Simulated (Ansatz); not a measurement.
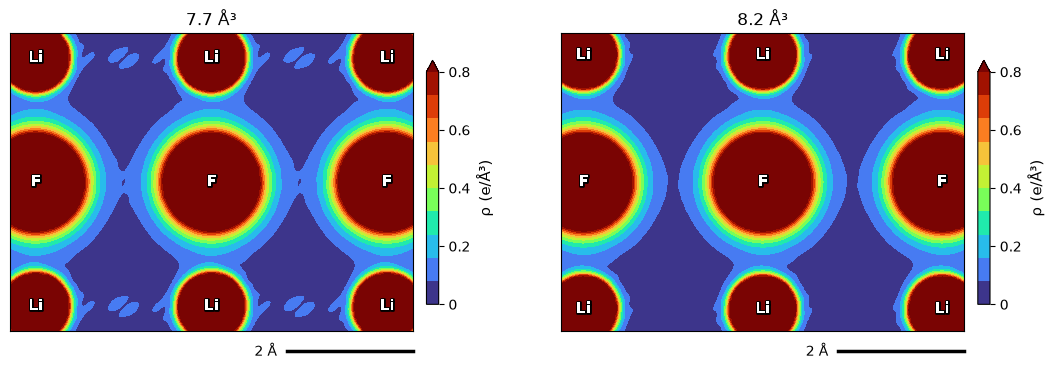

LiF. The valence pseudo-density of cells scaled evenly to different volumes (given per atom above each panel), on the (11̄0) plane of each (indices in the axes of the cell below), at one length scale and on one colour scale.

Level of theory: Ansatz 0.2.0, Kohn-Sham DFT of a periodic cell, HSE06, Ansatz PAW.

The largest cell:

```
F Li
1.0
     0.00000    2.01400    2.01400
     2.01400    0.00000    2.01400
     2.01400    2.01400    0.00000
F Li
1 1
Direct
  0.50000 0.50000 0.50000
  0.00000 0.00000 0.00000
```

| volume (Å³/atom) | Li–F contact in the plane (Å) | ρ at its midpoint (e/Å³) | pressure (GPa) | gap on the mesh (eV) | 
| --- | --- | --- | --- | --- |
| 7.68 | 1.973 | 0.293 | 4.0 | 12.01 | 
| 7.84 | 1.987 | ? | ? | ? | 
| 8.17 | 2.014 | 0.264 | −0.9 | 11.40 | 

Q: What values belong in the row with question marks?

A: Over the known rows ln ρ falls by 2.54 per Å of Li–F distance (the line through the two), which gives 0.283 e/Å³ at 1.987 Å; the calculation gives 0.282 e/Å³. For the pressure, a straight line in volume between the neighbouring rows gives 2.4 GPa; the calculation gives 2.2. For the gap on the mesh, a straight line in volume between the neighbouring rows gives 11.81 eV; the calculation gives 11.80.
